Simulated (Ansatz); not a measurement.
Read the following structure.

```xyz
12
Lattice="3.5476 0.0000 0.0000 0.0000 13.5607 0.0000 0.0000 0.0000 3.5792" Properties=species:S:1:pos:R:3 pbc="T T T"
Ti    1.7738    8.1791    2.6844
Ti    0.0000   12.1619    0.8948
Si    1.7738   12.7581    2.6844
Si    0.0000    7.5829    0.8948
Si    0.0000   10.1731    2.6844
Si    1.7738   10.1679    0.8948
Ti    0.0000    1.3988    2.6844
Ti    1.7738    5.3816    0.8948
Si    0.0000    5.9778    2.6844
Si    1.7738    0.8026    0.8948
Si    1.7738    3.3928    2.6844
Si    0.0000    3.3876    0.8948
```

Give a crystallographic description of this input.

Answer. Its composition is TiSi₂. Space group: Cmcm (No. 63). Lattice: base-centred orthorhombic. Counting shared atoms by their share gives 4 Ti, 8 Si, or 12 atoms. Counting contacts within bonding distance, the coordination numbers are Ti 10 and Si 8. Not all metal-metal contacts are counted.

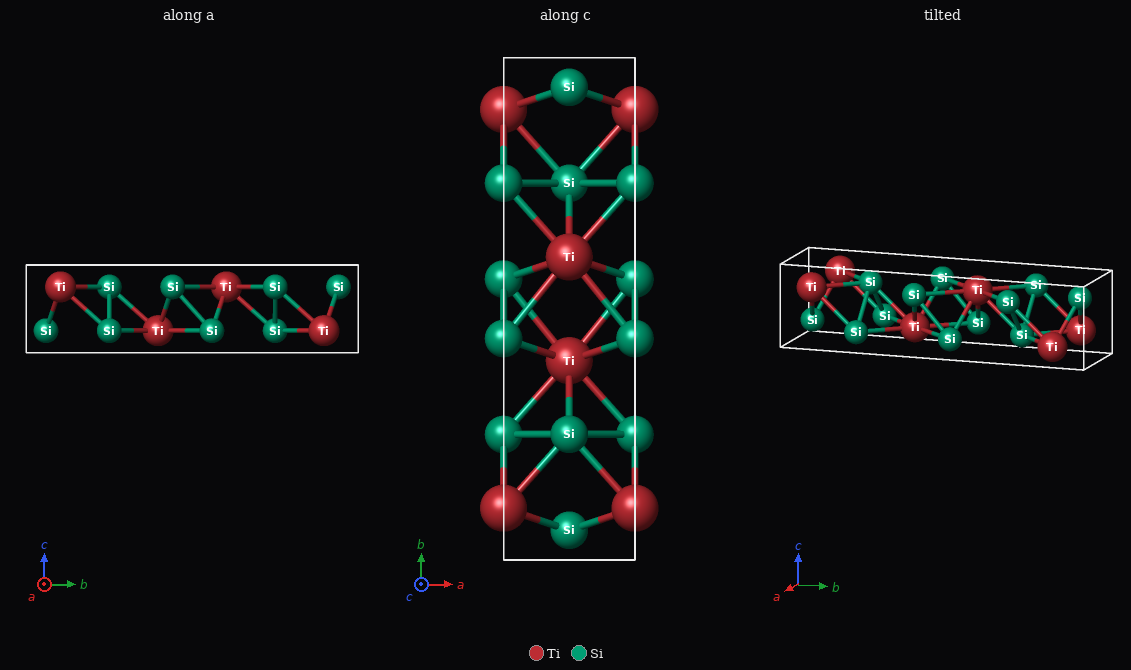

An orthographic ball-and-stick view of the structure, along the a axis, along the c axis and slightly off an axis. Atoms at the boundary of the conventional unit cell (the box) are drawn once for each face, edge or corner they touch. Colours: titanium red, silicon teal.

It derives from a structure listed in the Materials Project. The cell was then strained or its atoms displaced on purpose. The atoms were relaxed in a fixed cell with DFT PBE, scalar-relativistic, plane waves, PAW (Ansatz).
